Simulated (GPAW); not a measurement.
**Near-edge structure at the Ga K edge of GaAs (F-43m)**

Aim: the near-edge shape at the Ga K edge of GaAs (F-43m), and what the core hole does to it.

Method: X-ray absorption from dipole matrix elements to empty bands, plane-wave PAW PBE, in GPAW 26.7.0.

## Step 1: Starting point

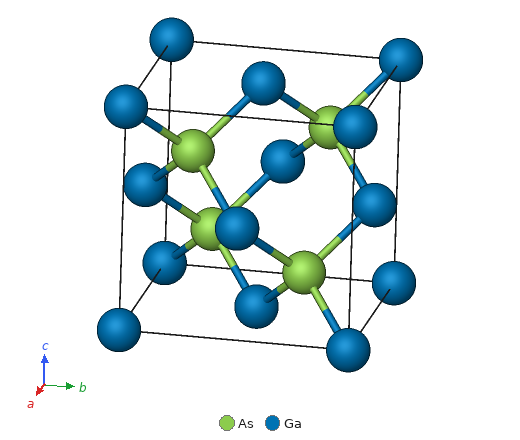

Start, viewed slightly off an axis; arsenic green, gallium blue. This picture shows the conventional cell, with its axes. Bonds to atoms that aren't drawn are left out. Some periodic images of atoms are drawn too.

As a file:

```xyz
2
Lattice="0.0000 2.8268 2.8268 2.8268 0.0000 2.8268 2.8268 2.8268 0.0000" Properties=species:S:1:pos:R:3 pbc="T T T"
As    4.2403    4.2403    4.2403
Ga    0.0000    0.0000    0.0000
```

## Step 2: Ground state of the crystal

A plain self-consistent run shows whether there is a gap, which decides the set-up of the core-hole run.

scf.py reads:

```python
import numpy as np
from ase import Atoms
from ase.parallel import parprint, paropen
from gpaw import GPAW, PW, FermiDirac, Mixer, MixerDif, setup_paths
from gpaw.test import gen
setup_paths.insert(0, '.')
gen('Ga', name='nch1s', xcname='PBE', corehole=(1, 0, 0), write_xml=True)
from gpaw.mpi import world
world.barrier()

atoms = Atoms('AsGa',
    cell=[[0, 2.82685, 2.82685],
     [2.82685, 0, 2.82685],
     [2.82685, 2.82685, 0]],
    scaled_positions=[[0.75, 0.75, 0.75],
     [0, 0, 0]],
    pbc=True)
atoms.calc = calc = GPAW(legacy_gpaw=True, mode=PW(430, force_complex_dtype=True), xc='PBE', setups={1: 'nch1s'},
    kpts={'size': (8, 8, 8), 'gamma': True}, occupations=FermiDirac(0.05),
    charge=0, mixer=Mixer(0.1, 5, 50), maxiter=150,
    convergence={'density': 0.0001, 'eigenstates': 1e-6}, txt='scf.txt')
energy = atoms.get_potential_energy() + calc.get_reference_energy()
ef = calc.get_fermi_level()
out = dict(energy=energy, fermi=ef, forces=atoms.get_forces().tolist())
parprint(f'all-electron energy {energy:.4f} eV, Fermi level {ef:.4f} eV')
ev = np.array([[calc.get_eigenvalues(k, s) for k in range(len(calc.get_ibz_k_points()))] for s in range(calc.get_number_of_spins())])
out['homo'], out['lumo'], out['counts'] = ev[ev < ef].max(), ev[ev > ef].min(), sorted(set((ev < ef).sum((0, 2)).tolist()))
out['filled'] = (ev[:, 0] < ef).sum(1).tolist()
import json
with paropen('out.json', 'w') as f:
    json.dump(out, f)
```

Command:

```bash
$ OMP_NUM_THREADS=1 mpirun -n 4 gpaw python scf.py
```

Numbers of over 12 decimals in the logs are rounded to 6 here.

Log:

```text
Input parameters:
  convergence: {density: 0.0001,
                eigenstates: 1e-06}
  kpts: {gamma: True,
         size: (8, 8, 8)}
  maxiter: 150
  mixer: {backend: pulay,
          beta: 0.1,
          method: separate,
          nmaxold: 5,
          weight: 50}
  mode: {ecut: 430.0,
         force_complex_dtype: True,
         name: pw}
  occupations: {fixmagmom: False,
                name: fermi-dirac,
                width: 0.05}
  setups: {1: nch1s}
  xc: PBE

Initialize ...

[... PAW data sets ...]

Reference energy: -114387.645867  # eV

Spin-paired calculation

[... convergence settings ...]
Symmetries present (total): 24
  [... symmetry matrices ...]

512 k-points: 8 x 8 x 8 Monkhorst-Pack grid + [1/16,1/16,1/16]
29 k-points in the irreducible part of the Brillouin zone
       k-points in crystal coordinates                weights
   0:     0.00000000    0.00000000    0.00000000          1/512
   1:     0.12500000    0.12500000    0.00000000          6/512
   2:     0.12500000    0.12500000    0.12500000          8/512
   3:     0.25000000    0.12500000    0.12500000         12/512
   4:     0.25000000    0.25000000    0.00000000          6/512
   5:     0.25000000    0.25000000    0.12500000         24/512
   6:     0.25000000    0.25000000    0.25000000          8/512
   7:     0.37500000    0.25000000   -0.37500000         24/512
   8:     0.37500000    0.25000000    0.12500000         24/512
   9:     0.37500000    0.25000000    0.25000000         24/512
          ...
  28:     0.50000000    0.50000000    0.50000000          4/512

Wave functions: Plane wave expansion
  Cutoff energy: 430.000 eV
  Number of coefficients (min, max): 902, 941
  Pulay-stress correction: 0.000000 eV/Ang^3 (de/decut=0.000000)
  Using FFTW library
  Wavefunction extrapolation:
    Improved wavefunction reuse through dual PAW basis

Occupation numbers: Fermi-Dirac:
  width: 0.0500  # eV

Eigensolver
   Davidson(niter=2)

Densities:
  Coarse grid: 20*20*20 grid
  Fine grid: 40*40*40 grid
  Total Charge: 0.000000

Density mixing:
  Method: separate
  Backend: pulay
  Linear mixing parameter: 0.1
  old densities: 5
  Width of damping distribution: 1.1
  Damping of long wavelength oscillations: 50

[... Hamiltonian set-up ...]
Number of atoms: 2
Number of atomic orbitals: 8
Number of bands in calculation: 8
Number of valence electrons: 8
Bands to converge: occupied

... initialized

Initializing position-dependent things.

Density initialized from atomic densities
Creating initial wave functions:
  8 bands from LCAO basis set

                    As

       Ga

Atomic positions and initial magnetic moments

Positions:
   0 As     4.240275    4.240275    4.240275    ( 0.0000,  0.0000,  0.0000)
   1 Ga     0.000000    0.000000    0.000000    ( 0.0000,  0.0000,  0.0000)

Unit cell:
           periodic     x           y           z      points  spacing
  1. axis:    yes    0.000000    2.826850    2.826850    20     0.1632
  2. axis:    yes    2.826850    0.000000    2.826850    20     0.1632
  3. axis:    yes    2.826850    2.826850    0.000000    20     0.1632

  Lengths:   3.997770   3.997770   3.997770
  Angles:   60.000000  60.000000  60.000000

Effective grid spacing dv^(1/3) = 0.1781

iter:   1    -8.314019
iter:   2    -8.282325   -2.70  -0.86
iter:   3    -8.240369   -1.90  -0.92
iter:   4    -8.230872   -3.70  -1.41
iter:   5    -8.228174   -2.97  -1.50
iter:   6    -8.227838c  -5.00  -2.11
iter:   7    -8.227703c  -4.73  -2.38
iter:   8    -8.227639c  -5.12  -2.72
iter:   9    -8.227637c  -6.83c -3.40
iter:  10    -8.227639c  -6.68c -3.46
iter:  11    -8.227639c  -7.05c -3.58
iter:  12    -8.227639c  -8.39c -4.19c

Converged after 12 iterations.

Dipole moment: (3.422349, 3.422349, 3.422349) |e|*Ang

Energy contributions relative to reference atoms: (reference = -114387.645867)

Kinetic:        +26.980301
Potential:      -23.867729
External:        +0.000000
XC:             -11.358620
Entropy (-ST):   -0.000014
Local:           +0.018416
SIC:             +0.000000
--------------------------
Free energy:     -8.227646
Extrapolated:    -8.227639

Showing only first 2 kpts
 Kpt  Band  Eigenvalues  Occupancy
  0     2      4.92131    1.99684
  0     3      4.92131    1.99684
  0     4      5.50807    0.01008
  0     5      8.69495    0.00000

  1     2      4.26422    2.00000
  1     3      4.26422    2.00000
  1     4      7.32774    0.00000
  1     5      8.05774    0.00000

Fermi level: 5.24378

Gap: 0.587 eV
Transition (v -> c):
  (s=0, k=0, n=3, [0.00, 0.00, 0.00]) -> (s=0, k=0, n=4, [0.00, 0.00, 0.00])
No difference between direct/indirect transitions

Forces in eV/Ang:
  0 As   -0.00000   -0.00000    0.00000
  1 Ga    0.00000   -0.00000    0.00000
Scalar-relativistic atomic PBE calculation for Ga (Gallium, Z=31)
Core hole in 1s state (1s occupation: 2.0)
600 radial gridpoints.
|------------------------------------------------|
|------------------------------------------------|
[... the atom generator's iteration count ...]

Energy contributions:
-------------------------
Kinetic:    +1975.818718
XC:           -75.460039
Potential:  -3843.834555
-------------------------
Total:      -1943.475875

state      eigenvalue         ekin         rmax
-----------------------------------------------
1s^2.0 :  -375.738345   483.145156        0.032
2s^2.0 :   -46.372143    92.242833        0.182
2p^6.0 :   -40.383279    89.841965        0.146
3s^2.0 :    -5.441135    20.702678        0.565
3p^6.0 :    -3.633356    18.380252        0.567
3d^10.0:    -0.703962    12.956549        0.533
4s^2.0 :    -0.328732     1.921093        1.895
4p^1.0 :    -0.094810     0.896399        2.539
-----------------------------------------------
(units: Bohr and Hartree)

Generating PAW setup
Kinetic energy of the core from tauc = 1991.443120
Cutoffs:
rc(s)=2.200
rc(p)=2.200
rc(d)=2.200
rc(vbar)=1.980
rc(comp)=2.200
rc(nct)=2.200

Kinetic energy of the core states: 1971.080133
Charge: 0.0
Core electrons: 28.0
Valence electrons: 3.0
Pseudo-core charge: 1.922205
Shape function alpha=2.066
Pseudo-electron charge 5.203998
state    eigenvalue         norm
--------------------------------
4s(2) :    -0.328732     1.135119
*s    :     0.671268
4p(1) :    -0.094810     1.011555
*p    :     0.905190
*d    :     0.000000
--------------------------------

Diagonalizing with gridspacing h=0.050

state   all-electron     PAW
-------------------------------
4s:      -0.328732    -0.328886
4p:      -0.094810    -0.094897
*d:                    0.028969
*f:                    0.063419
-------------------------------
all-electron energy -114395.8735 eV, Fermi level 5.2438 eV
```

Wall time 4.6 s (4 MPI ranks of Intel Xeon Platinum 8488C (Sapphire Rapids), shared host); peak memory 0.16 GiB; 17 s of CPU time.

The mesh shows a gap of 0.59 eV, so the hole is first treated in a charged cell, without the excited electron.

## Step 3: Spectrum without a core hole, Ga atom 2

Without a hole the spectrum is the empty density of states of the right symmetry on the absorber, weighted by matrix elements. It needs only the small cell and serves as the baseline. The data set with a hole of occupation 0 only carries the core orbital.

The absorber has 4 As at 2.45 Å (tetrahedral, site symmetry -43m).

xas.py reads:

```python
import numpy as np
from ase import Atoms
from ase.parallel import parprint, paropen
from gpaw import GPAW, PW, FermiDirac, Mixer, MixerDif, setup_paths
from gpaw.test import gen
setup_paths.insert(0, '.')
gen('Ga', name='nch1s', xcname='PBE', corehole=(1, 0, 0), write_xml=True)
from gpaw.mpi import world
world.barrier()

atoms = Atoms('AsGa',
    cell=[[0, 2.82685, 2.82685],
     [2.82685, 0, 2.82685],
     [2.82685, 2.82685, 0]],
    scaled_positions=[[0.75, 0.75, 0.75],
     [0, 0, 0]],
    pbc=True)
atoms.calc = calc = GPAW(legacy_gpaw=True, mode=PW(430, force_complex_dtype=True), xc='PBE', setups={1: 'nch1s'},
    kpts={'size': (8, 8, 8), 'gamma': True}, occupations=FermiDirac(0.02),
    charge=0, mixer=Mixer(0.1, 5, 50), maxiter=150,
    convergence={'density': 0.0001, 'eigenstates': 1e-6}, txt='scf.txt')
energy = atoms.get_potential_energy() + calc.get_reference_energy()
ef = calc.get_fermi_level()
out = dict(energy=energy, fermi=ef, forces=atoms.get_forces().tolist())
parprint(f'all-electron energy {energy:.4f} eV, Fermi level {ef:.4f} eV')
ev = np.array([[calc.get_eigenvalues(k, s) for k in range(len(calc.get_ibz_k_points()))] for s in range(calc.get_number_of_spins())])
out['homo'], out['lumo'], out['counts'] = ev[ev < ef].max(), ev[ev > ef].min(), sorted(set((ev < ef).sum((0, 2)).tolist()))
out['filled'] = (ev[:, 0] < ef).sum(1).tolist()

from ase.units import Ha
from gpaw.xas import dipole_matrix_elements
nb = int(calc.get_number_of_electrons() / 2) + 30
top = nb
nscf = calc.fixed_density(kpts={'size': (6, 6, 6), 'gamma': True},
    convergence={'eigenstates': 1.0}, txt='nscf.txt')
nscf.diagonalize_full_hamiltonian(nbands=nb)
cell = atoms.cell.array
ops = [cell.T @ U.T @ np.linalg.inv(cell.T) for U in nscf.wfs.kd.symmetry.op_scc]
filled = [4]  # bands filled in the ground state, by spin
E = np.arange(-25, 34, 0.1)
fwhm = np.interp(E, [4, 25], [1.82, 3.5])
Y, X, zero, highest = 0, 0, 1e9, 1e9
for spin in range(nscf.get_number_of_spins()):
    wfs = nscf.wfs
    mine = wfs.bd.get_slice()  # this rank's bands
    A = dipole_matrix_elements(wfs.setups[1])
    eps = np.zeros((wfs.kd.nibzkpts, nb))
    d = np.zeros((3, A.shape[1], wfs.kd.nibzkpts, nb), complex)
    for kpt in wfs.kpt_u:
        if kpt.s == spin and 1 in kpt.P_ani:
            eps[kpt.k, mine] = kpt.eps_n * Ha
            d[:, :, kpt.k, mine] = (kpt.weight * wfs.nspins / 2) ** 0.5 * np.inner(A, kpt.P_ani[1])
    world.sum(eps)
    world.sum(d)
    T = np.einsum('amkn,bmkn->abkn', d, d.conj()).real
    T = sum(np.einsum('ai,ijkn,bj->abkn', R, T, R) for R in ops) / len(ops)
    empty = np.ones_like(eps, bool) & (np.arange(nb) >= filled[spin])
    zero, highest = min(zero, eps[empty].min()), min(highest, eps[:, top - 1].min())
    lines = [(eps, T, empty)] if spin == 0 else lines + [(eps, T, empty)]
for eps, T, empty in lines:
    f = np.einsum('aakn->akn', T).reshape(3, -1)
    x = eps.ravel() - zero
    w = np.interp(x, E, fwhm) / 2.35482
    g = np.exp(-0.5 * ((E[:, None] - x) / w) ** 2) / (w * (2 * np.pi) ** 0.5)
    Y = Y + (f * empty.ravel()) @ g.T
    X = X + (f * ~empty.ravel()) @ g.T
out.update(E=E.round(2).tolist(), xas=Y.tolist(), xes=X.tolist(), zero=zero, valid=highest - zero, nk=len(eps), nb=nb)
for i in range(0, len(E), 10):
    parprint(f'{E[i]:7.2f}', *(f'{v:10.3e}' for v in Y[:, i]))
import json
with paropen('out.json', 'w') as f:
    json.dump(out, f)
```

Command:

```bash
$ OMP_NUM_THREADS=1 mpirun -n 4 gpaw python xas.py
```

Log:

```text
Input parameters:
  convergence: {density: 0.0001,
                eigenstates: 1e-06}
  kpts: {gamma: True,
         size: (8, 8, 8)}
  maxiter: 150
  mixer: {backend: pulay,
          beta: 0.1,
          method: separate,
          nmaxold: 5,
          weight: 50}
  mode: {ecut: 430.0,
         force_complex_dtype: True,
         name: pw}
  occupations: {fixmagmom: False,
                name: fermi-dirac,
[...]
*p    :     0.905190
*d    :     0.000000
--------------------------------

Diagonalizing with gridspacing h=0.050

state   all-electron     PAW
-------------------------------
4s:      -0.328732    -0.328886
4p:      -0.094810    -0.094897
*d:                    0.028969
*f:                    0.063419
-------------------------------
all-electron energy -114395.8735 eV, Fermi level 5.2257 eV
[...]
32.00  1.445e-07  1.445e-07  1.445e-07
  33.00  1.385e-07  1.385e-07  1.385e-07
[key lines of the parts left out:]
Converged after 12 iterations.
Dipole moment: (3.422343, 3.422343, 3.422343) |e|*Ang
Free energy:     -8.227644
Fermi level: 5.22569
```

Wall time 9.5 s (4 MPI ranks); peak memory 0.26 GiB; 37 s of CPU time.

The Ga K spectrum, Ga atom 2, no core hole (energy from the lowest empty level; intensity scaled to a mean of 1 over the first 20 eV):

```csv
E (eV),intensity
-2.0,0.00
-0.5,0.02
1.0,0.28
2.5,0.75
4.0,1.49
5.5,1.20
7.0,1.36
8.5,0.89
10.0,0.94
11.5,1.41
13.0,1.38
14.5,0.82
16.0,0.99
17.5,0.85
19.0,0.76
20.5,0.95
22.0,0.91
23.5,0.73
25.0,0.72
26.5,0.82
28.0,0.89
29.5,0.90
31.0,0.96
```

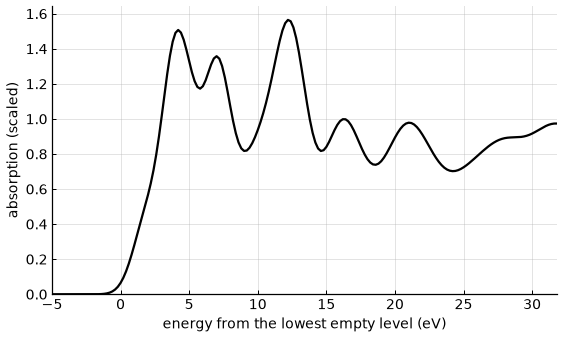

The Ga K edge, Ga atom 2, no core hole: main maxima at 4.2, 7.0 and 12.2 eV.

Main maxima below 30 eV (height): 4.2 eV (1.51), 7.0 eV (1.36), 12.2 eV (1.56), 16.2 eV (1.00) and 21.0 eV (0.98). A K edge sees empty p states on the absorber.

The same matrix elements for filled bands give the Ga K emission of Ga atom 2 (ground-state approximation; energy from the lowest empty level, largest value 1):

```csv
E (eV),emission
-24.0,0.00
-22.5,0.00
-21.0,0.00
-19.5,0.00
-18.0,0.00
-16.5,0.00
-15.0,0.00
-13.5,0.01
-12.0,0.09
-10.5,0.07
-9.0,0.00
-7.5,0.06
-6.0,0.11
-4.5,0.44
-3.0,0.99
-1.5,0.58
0.0,0.07
1.5,0.00
3.0,0.00
```

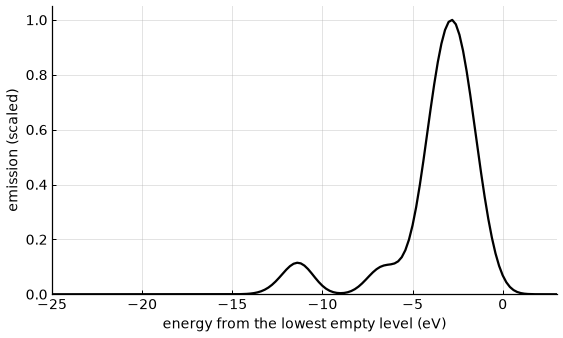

X-ray emission from the filled bands.

Emission maxima: -11.4 eV (0.11) and -2.8 eV (1.00).

## Step 4: Reference energy of the supercell

The photon energy needs a difference of total energies, so the cell and mesh of the coming hole run are first run without a hole.

Edit scf.py of step 2 so:

```diff
@@ -10,11 +10,17 @@
 
-atoms = Atoms('AsGa',
-    cell=[[0, 2.82685, 2.82685],
-     [2.82685, 0, 2.82685],
-     [2.82685, 2.82685, 0]],
+atoms = Atoms('As4Ga4',
+    cell=[[0, 0, 5.6537],
+     [5.6537, 0, 0],
+     [0, 5.6537, 0]],
     scaled_positions=[[0.75, 0.75, 0.75],
-     [0, 0, 0]],
+     [0.75, 0.25, 0.25],
+     [0.25, 0.25, 0.75],
+     [0.25, 0.75, 0.25],
+     [0, 0, 0],
+     [0, 0.5, 0.5],
+     [0.5, 0.5, 0],
+     [0.5, 0, 0.5]],
     pbc=True)
-atoms.calc = calc = GPAW(legacy_gpaw=True, mode=PW(430, force_complex_dtype=True), xc='PBE', setups={1: 'nch1s'},
-    kpts={'size': (8, 8, 8), 'gamma': True}, occupations=FermiDirac(0.05),
+atoms.calc = calc = GPAW(legacy_gpaw=True, mode=PW(430, force_complex_dtype=True), xc='PBE', setups={4: 'nch1s'},
+    kpts={'size': (3, 3, 3), 'gamma': True}, occupations=FermiDirac(0.02),
     charge=0, mixer=Mixer(0.1, 5, 50), maxiter=150,
```

Command:

```bash
$ OMP_NUM_THREADS=1 mpirun -n 4 gpaw python scf.py
```

Log:

```text
Input parameters:
  convergence: {density: 0.0001,
                eigenstates: 1e-06}
  kpts: {gamma: True,
         size: (3, 3, 3)}
  maxiter: 150
  mixer: {backend: pulay,
          beta: 0.1,
          method: separate,
          nmaxold: 5,
          weight: 50}
  mode: {ecut: 430.0,
         force_complex_dtype: True,
         name: pw}
  occupations: {fixmagmom: False,
                name: fermi-dirac,
[...]
4s(2) :    -0.328732     1.135119
*s    :     0.671268
4p(1) :    -0.094810     1.011555
*p    :     0.905190
*d    :     0.000000
--------------------------------

Diagonalizing with gridspacing h=0.050

state   all-electron     PAW
-------------------------------
4s:      -0.328732    -0.328886
4p:      -0.094810    -0.094897
*d:                    0.028969
*f:                    0.063419
-------------------------------
all-electron energy -457583.3941 eV, Fermi level 5.2332 eV
[key lines of the parts left out:]
Converged after 13 iterations.
Dipole moment: (-0.000000, -0.000000, -0.000000) |e|*Ang
Free energy:    -32.812851
Fermi level: 5.23322
```

Wall time 5.8 s (4 MPI ranks); peak memory 0.21 GiB; 22 s of CPU time.

Reference energy: -457583.394 eV with the cores included.

(Continued in part 2 of 2.)

[Banner, clock and machine lines of the logs are left out without a mark of their own.]

[Logs are printed without paths, hosts, clocks, repeated set-up lines and the standing remarks that a program may print on its own settings, such as how far it seeks lower states.]

[Hosts, paths, dates, database ids (printed as entryN), source tags and the programs' standing remarks are cut or masked in the printed files.]

[Lists of maxima count a maximum above −3 eV only where it reaches 4 % of the highest in the window and stands out from its surroundings by 2 % of it (1.5 % where it reaches 55 %); shoulders and weaker maxima are passed over, and of the rest the first, up to two pre-edge ones and the few strongest are named.]
